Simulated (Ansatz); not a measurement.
# WS₂: single-point calculation (part 1 of 3)

WS₂ (6 atoms in the cell), computed with DFT LDA, scalar-relativistic, plane waves, PAW, spin-polarised (Ansatz 0.2.0).

The structure derives from an entry of the Crystallography Open Database. It belongs to a series of runs on one base structure; here: random orbitals: harmonics, high filling. Figures and captions count atoms from 1; the log counts them from 0 in places.

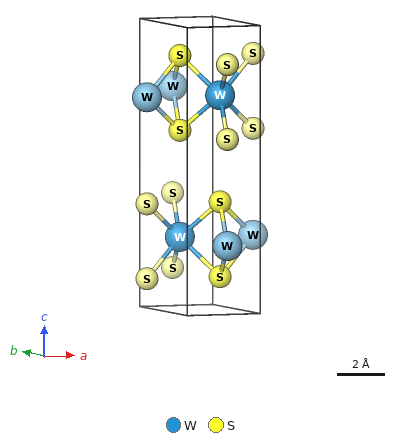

Fig. 1: The structure as given in the input (ball-and-stick view of the cell of the calculation, seen at an oblique angle; neighbours outside the cell are drawn fainter).

Input file:
```yaml
crystal:
  lattice:
    - [3.17999949, 0.0, 0.0]
    - [-1.58999974, 2.75396034, 0.0]
    - [0.0, 0.0, 12.49999932]
  atoms:
    - { symbol: W, position: [0.3333333333, 0.6666666667, 0.25], spin: 2.0 }
    - { symbol: W, position: [0.6666666667, 0.3333333333, 0.75], spin: -2.0 }
    - { symbol: S, position: [0.3333333333, 0.6666666667, 0.62] }
    - { symbol: S, position: [0.6666666667, 0.3333333333, 0.12] }
    - { symbol: S, position: [0.3333333333, 0.6666666667, 0.88] }
    - { symbol: S, position: [0.6666666667, 0.3333333333, 0.38] }
basis:
  ecutwfc: 420
  ecutrho_ratio: 4
kpoints:
  mp_grid: { grid: [7, 7, 2] }
hamiltonian:
  xc: lda
  hubbard:
    sites:
      - { site: 0, l: d, u_eff: 0.0, starting_ns: [{ spin: up, occupation_matrix: s0up }, { spin: down, occupation_matrix: s0down }] }
      - { site: 1, l: d, u_eff: 0.0, starting_ns: [{ spin: up, occupation_matrix: s1up }, { spin: down, occupation_matrix: s1down }] }
    occupation_matrices:
      s0up:
        matrix:
          - [0.02, 0.0, 0.0, 0.0, 0.0]
          - [0.0, 0.97, 0.0, 0.0, 0.0]
          - [0.0, 0.0, 0.02, 0.0, 0.0]
          - [0.0, 0.0, 0.0, 0.97, 0.0]
          - [0.0, 0.0, 0.0, 0.0, 0.02]
      s0down:
        matrix:
          - [0.02, 0.0, 0.0, 0.0, 0.0]
          - [0.0, 0.02, 0.0, 0.0, 0.0]
          - [0.0, 0.0, 0.02, 0.0, 0.0]
          - [0.0, 0.0, 0.0, 0.02, 0.0]
          - [0.0, 0.0, 0.0, 0.0, 0.02]
      s1up:
        matrix:
          - [0.02, 0.0, 0.0, 0.0, 0.0]
          - [0.0, 0.02, 0.0, 0.0, 0.0]
          - [0.0, 0.0, 0.02, 0.0, 0.0]
          - [0.0, 0.0, 0.0, 0.02, 0.0]
          - [0.0, 0.0, 0.0, 0.0, 0.02]
      s1down:
        matrix:
          - [0.02, 0.0, 0.0, 0.0, 0.0]
          - [0.0, 0.97, 0.0, 0.0, 0.0]
          - [0.0, 0.0, 0.02, 0.0, 0.0]
          - [0.0, 0.0, 0.0, 0.97, 0.0]
          - [0.0, 0.0, 0.0, 0.0, 0.02]
    ns_hold: until_converged
scf:
  occupations: { method: gaussian, width: 0.05 }
  lower_state_search: "off"
  max_iter: 150
output:
  forces: true
  stress: true
  eigenvalues: true
  populations: true
  hubbard: { sites: [{ site: 0, l: d }, { site: 1, l: d }] }
  write_density: true
  write_potential: true
  elf: true
  volumetric_format: npy
magnetization:
  spin_polarized: true
```

Launch command:
```bash
ansatz run input.yaml --threads 4 --pin off --max-ram 6144MiB --backend cpu --events-out ev --progress --plain --runs-dir out
```

The program's output:
```
Warning: crystal.symmetry: narrowed to the stabiliser of the occupation matrices — unitary ops 12 → 4, anti-unitary 12 → 4; lowered by the specified shells (site 0, l: d), (site 1, l: d); largest admitted image defect 3.4e-9, smallest excluded 7.1e-1 — at a splitting's scale: the group the occupation matrices' own texture admits
W: projections on atomic orbitals take those of the free atom [Kr 4d10 4f14] 5s2 5p6 5d4 6s2, of charge +0.00 (hamiltonian.pseudopotentials.projection_atoms); the dataset's partial waves leave at most 6.5e-5 of an orbital's norm unspanned inside its sphere
S: projections on atomic orbitals take those of the free atom [Ne] 3s2 3p4, of charge +0.00 (hamiltonian.pseudopotentials.projection_atoms); the dataset's partial waves leave at most 1.6e-7 of an orbital's norm unspanned inside its sphere
Engine: ansatz 0.2.0, aarch64-unknown-linux-gnu
Pseudopotentials: kind: paw
Pseudopotential: W, paw, valence charge 14, recommended cutoff 420 eV (normal), W.paw.azcp
Pseudopotential: S, paw, valence charge 6, recommended cutoff 420 eV (normal), S.paw.azcp
Functional definition: SPW92
  exchange = slater_x
  correlation = pw_c
Crystal: 6 atoms, lattice volume = 109.470 Å³
Basis set: ecut = 420 eV, 2129 PW (Γ)
Bands: 34, of which v1, the nominal top of the filled ones, is band 26 counted from 1 (25 counted from 0)
Symmetry: 4 space group operations
k-points: 32 of 98 (time reversal used)
Non-local potential: W, projectors of the file, l = 0: 3, l = 1: 2, l = 2: 2, l = 3: 1
Non-local potential: S, projectors of the file, l = 0: 2, l = 1: 2, l = 2: 2
PAW form: soft (Blöchl's): semilocal exchange-correlation on the pseudo side does not see the compensation charge
PAW frozen core: W, regenerated for the run's functional, and the local potential with it (the file was generated under x = pbe(κ = 0.804, μ = 0.2195149727645171), c = pbe(β = 0.06672455060314922))
PAW frozen core: S, regenerated for the run's functional, and the local potential with it (the file was generated under x = pbe(κ = 0.804, μ = 0.2195149727645171), c = pbe(β = 0.06672455060314922))
PAW one-centre angular grid: W, 590 points (default); XC on 64 Gauss nodes
PAW one-centre angular grid: S, 110 points (default); XC on 64 Gauss nodes
Initial density: superposition of atomic densities (chi_scale 0.1, normalization cell)
Starting moments: Σ|m| = 4 μB on 2 of 6 sites
Initial wavefunctions: pseudopotential atomic-orbital guess
Functional: x = slater, c = lda
```
